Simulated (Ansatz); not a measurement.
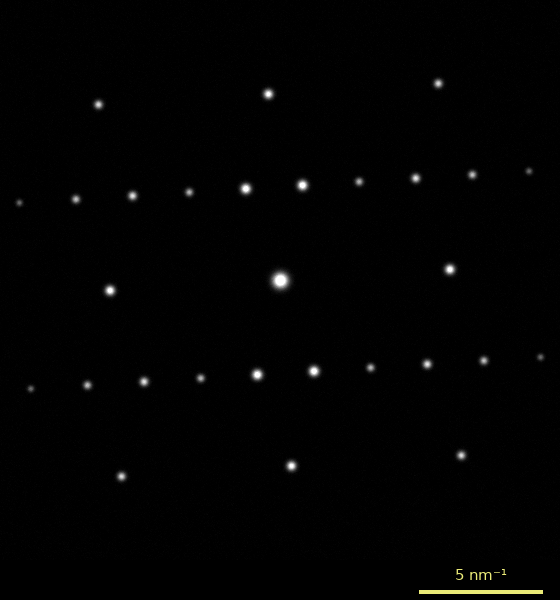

Simulated selected-area electron diffraction pattern (120 kV, kinematic approximation, thin crystal, B = 0.5 Å² for all atoms).

Phase: Hf, space group P6/mmm (No. 191), a = 4.99 Å, c = 3.10 Å (hexagonal axes). Structure: coordinates from a relaxation with DFT, PBE, plane waves (420 eV) with PAW, scalar-relativistic in Ansatz; the starting structure was generated, so it need not be a known form of this composition.

| atom | site | symmetry | x | y | z |
| --- | --- | --- | --- | --- | --- |
| Hf | 1a | 6/mmm | 0.0000 | 0.0000 | 0.0000 |
| Hf | 2d | -6m2 | 0.3333 | 0.6667 | 0.5000 |

**Which low-index zone axis gives this pattern?**

The spots form a centred rectangular net whose two shortest vectors correspond to d = 4.33 Å and 2.52 Å, 73.1° apart. They index as 0 1 0 (itself too weak to see) and 1 0 -1, so the zone axis is ±[101] (or an equivalent direction of <101>).

**Which reflections of this zone are missing, and why?**

Reflections such as 0 1 0, 0 2 0, 2 -2 -2 are allowed but too weak to see at this display level.

**List the strongest reflections.**

Strongest reflections with d > 0.94 Å, one of each family (|F|² from tabulated Gaussian fits of the electron scattering factors, times a small damping for the curvature of the Ewald sphere):

```tsv
hkl	d (Å)	I (strongest = 100)
1 0 -1	2.521	100
0 3 0	1.442	80
2 -1 -2	1.317	66
1 2 -1	1.446	36
2 2 -2	0.973	30
1 3 -1	1.119	20
```
